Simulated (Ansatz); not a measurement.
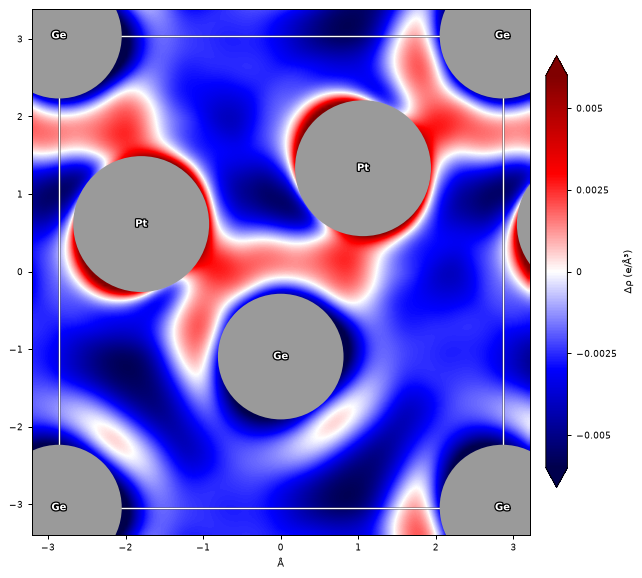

GePt: difference of two self-consistent densities at the same geometry, ρ(r2SCAN) − ρ(PBE), on the (010) plane of the conventional cell. Grey discs cover the cores, where the PAW densities can't be compared. Cores are masked to 0.8 Å (Ge) and 0.9 Å (Pt).

Space group Pnma. Spin-orbit coupling, left out here, splits and shifts the levels of such heavy elements, by tenths of an eV up to several eV.

Both runs: Ansatz, scalar-relativistic, plane waves and PAW, same cutoff, k-points and PAW files (made with PBE).

Question: How does the change of level move the electrons?

Answer: Against PBE, and outside the masked cores, the largest gain lies at the edge of the masked core of Pt, and the largest loss lies at the edge of the masked core of Ge.
- Bader charges are Ge +0.63 and Pt −0.63 e with PBE and Ge +0.64 and Pt −0.64 e with r2SCAN. Among metals such charges hang on how the charge between the atoms is shared out.
- At this volume the pressure is 8 GPa with PBE and 3 GPa with r2SCAN.

Run times: 3.2 min (r2SCAN) and 2.4 min (base cell), on 2 threads of Arm Neoverse N1 (shared host).
